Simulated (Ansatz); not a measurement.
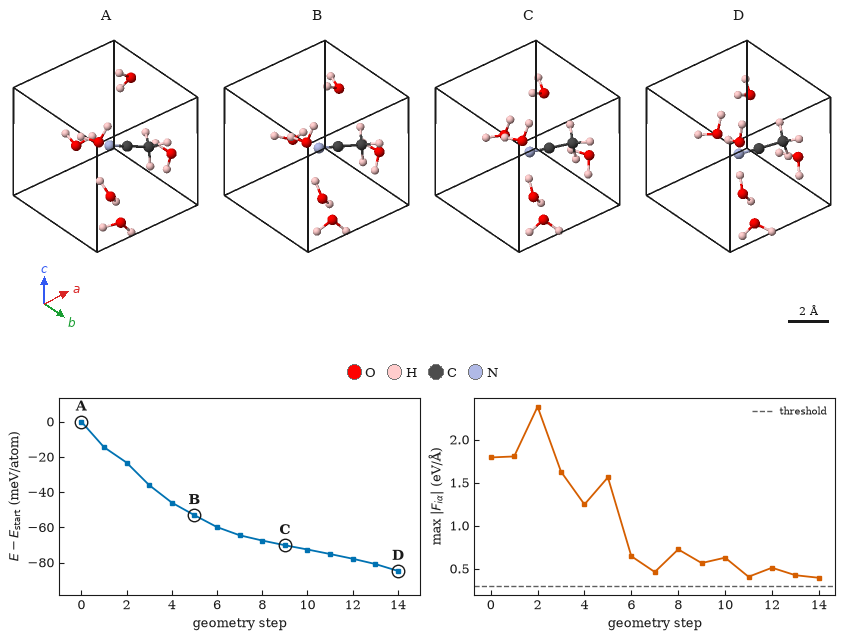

Frames of a relaxation of an amorphous cell of composition H15C2NO6, marked on the history of the run. The picture is a ball-and-stick view of the cell of the calculation, seen from a free direction.

The cell holds 6 H2O + 1 CH3CN. The run prepares the start of a later molecular dynamics calculation, from a guessed geometry.

The calculation used DFT PBE-D3(BJ), scalar-relativistic, plane waves, PAW (Ansatz).

Input file:
```yaml
crystal:
  lattice:
    - [6.647137, 0.0, 0.0]
    - [0.0, 6.647137, 0.0]
    - [0.0, 0.0, 6.647137]
  atoms:
    - { symbol: O, position: [0.1323659, 0.5921615, 0.7141335] }
    - { symbol: H, position: [0.2674203, 0.6228869, 0.7593898] }
    - { symbol: H, position: [0.0640617, 0.5474491, 0.8348282] }
    - { symbol: O, position: [0.8623535, 0.8537115, 0.4597742] }
    - { symbol: H, position: [0.7520656, 0.9309996, 0.4041414] }
    - { symbol: H, position: [0.7970261, 0.7409345, 0.5249321] }
    - { symbol: O, position: [0.5812422, 0.4626551, -0.0210819] }
    - { symbol: H, position: [0.5285117, 0.5914137, 0.0221915] }
    - { symbol: H, position: [0.5502636, 0.372924, 0.0894645] }
    - { symbol: O, position: [0.3506088, 0.8637273, 0.0488632] }
    - { symbol: H, position: [0.3345395, 1.0084088, 0.0424686] }
    - { symbol: H, position: [0.2146955, 0.8125977, 0.036813] }
    - { symbol: O, position: [1.0195571, 0.1800835, 0.7398367] }
    - { symbol: H, position: [0.8799545, 0.2187424, 0.7240734] }
    - { symbol: H, position: [1.0205071, 0.0378151, 0.7083613] }
    - { symbol: O, position: [0.5662169, 0.3394622, 0.4230351] }
    - { symbol: H, position: [0.4628133, 0.2500783, 0.4735336] }
    - { symbol: H, position: [0.6844034, 0.3039832, 0.5005275] }
    - { symbol: C, position: [0.9860514, 0.4341011, 0.2475829] }
    - { symbol: C, position: [0.9367577, 0.2344977, 0.169962] }
    - { symbol: "N", position: [0.8969957, 0.0734912, 0.1073504] }
    - { symbol: H, position: [1.1471461, 0.4622913, 0.2327003] }
    - { symbol: H, position: [0.9041784, 0.5491226, 0.1637108] }
    - { symbol: H, position: [0.9448367, 0.4447891, 0.4061856] }
basis:
  ecutwfc: 420.0
kpoints:
  mp_grid: { grid: [1, 1, 1] }
hamiltonian:
  xc: pbe
  dispersion: d3bj
scf:
  occupations: { method: fermi_dirac, width: 0.05 }
  lower_state_search: "off"
relax:
  f_tol: 0.3
  max_steps: 15
  adjacent_minimum: "off"
output:
  write_density: true
  write_potential: true
  elf: true
  volumetric_format: npy
```

Command:
```bash
ansatz run input.yaml --threads 1 --pin off --max-ram 3072MiB --backend cpu --events-out ev --progress --plain --runs-dir out
```

Question: Describe the path.

Answer: The relaxation stopped without meeting its thresholds, so the last structure isn't shown to be converged. It used up its limit of 15 steps. H15 moves most: 1.35 Å roughly along [−3 0 −2]. Largest moves by element: H 1.35 Å, O 1.16 Å, N 0.50 Å, C 0.47 Å. The lattice vectors keep their values. Near-neighbour distances that change, for instance: O16–H18 0.969 → 1.000 Å, O13–H15 0.969 → 0.993 Å, C19–C20 1.461 → 1.438 Å, C20–N21 1.178 → 1.163 Å. Bond angles that change, for instance: C19–C20–N21 180.0° → 177.2°, H17–O16–H18 104.0° → 106.5°, C20–C19–H24 110.1° → 107.9°. After 14 geometry steps the energy has fallen by 84.8 meV per atom. Largest force component: 1.8 eV/Å at the start, 0.39 eV/Å at the end. Cost: 55 s on 1 thread of Arm Neoverse N1, with other jobs on the host, peak memory 0.36 GiB. From step 0 to 5: H15 moves most (0.69 Å), energy −53.1 meV per atom. From step 5 to 9: H2 moves most (0.67 Å), energy −17.1 meV per atom. From step 9 to 14: H17 moves most (0.97 Å), energy −14.6 meV per atom.

```
step  E − E(0), meV/atom  largest force component, eV/Å
   0                0.00                         1.7926
   1              -14.49                         1.8044
   2              -23.24                         2.3824
   3              -36.04                         1.6274
   4              -45.98                         1.2464
   5              -53.11                         1.5616
   6              -59.88                         0.6448
   7              -64.52                         0.4613
   8              -67.52                         0.7242
   9              -70.19                         0.5653
  10              -72.61                         0.6281
  11              -75.17                         0.4060
  12              -77.85                         0.5108
  13              -80.85                         0.4239
  14              -84.78                         0.3940
```

Limits of the set-up: the periodic images lie only 6.6 Å apart, so the values are limited by the cell's size.
